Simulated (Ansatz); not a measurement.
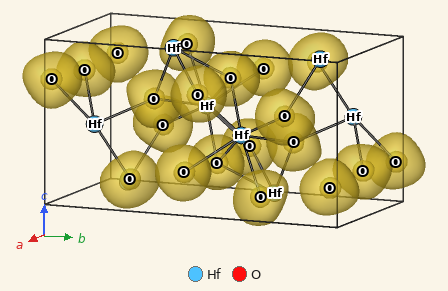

Figure 1: HfO2. Isosurface of the electron localisation function at 0.65 (yellow), seen at an oblique angle. Core shells and regions of very low density are left out. Sticks mark near contacts.

Space group Pbca.

Computed with DFT LDA, scalar-relativistic, plane waves, PAW in Ansatz.

Core electrons are frozen (PAW), and the valence fields are smoothed inside the atomic spheres.

```
Hf O
1.0
     4.99984    0.00000    0.00000
     0.00000    9.89433    0.00000
     0.00000    0.00000    5.17617
Hf O
8 16
Direct
  0.74573 0.88487 0.96440
  0.24573 0.61513 0.03560
  0.25427 0.38487 0.53560
  0.75427 0.11513 0.46440
  0.25427 0.11513 0.03560
  0.75427 0.38487 0.96440
  0.74573 0.61513 0.46440
  0.24573 0.88487 0.53560
  0.87109 0.79080 0.62401
  0.37109 0.70920 0.37599
  0.12891 0.29080 0.87599
  0.62891 0.20920 0.12401
  0.12891 0.20920 0.37599
  0.62891 0.29080 0.62401
  0.87109 0.70920 0.12401
  0.37109 0.79080 0.87599
  0.50261 0.97647 0.26157
  0.00261 0.52353 0.73843
  0.49739 0.47647 0.23843
  0.99739 0.02353 0.76157
  0.49739 0.02353 0.73843
  0.99739 0.47647 0.26157
  0.50261 0.52353 0.76157
  0.00261 0.97647 0.23843
```

Describe the localisation domains.

At this value the surface marks out 16 regions wrapped around O (the valence shell of each), counted in one cell of 24 atoms. Regions shared between cells count once. Along the contacts the grid gives the following. Hf–O (2.02 Å): the ELF peaks at about 0.85 in the valence shell of O, 0.6 Å from its nucleus, and drops to about 0.20 between the two atoms (no shared electron pair shows on this line). Hf–O (2.09 Å): the ELF peaks at about 0.85 in the valence shell of O, 0.6 Å from its nucleus, and drops to about 0.20 between the two atoms: no shared electron pair shows on this line.

Metal or insulator at this level of theory?

It is gapped, with a Kohn–Sham gap of 4.2 eV on the k-point mesh (the band edges may lie off the mesh, which would make the gap smaller).
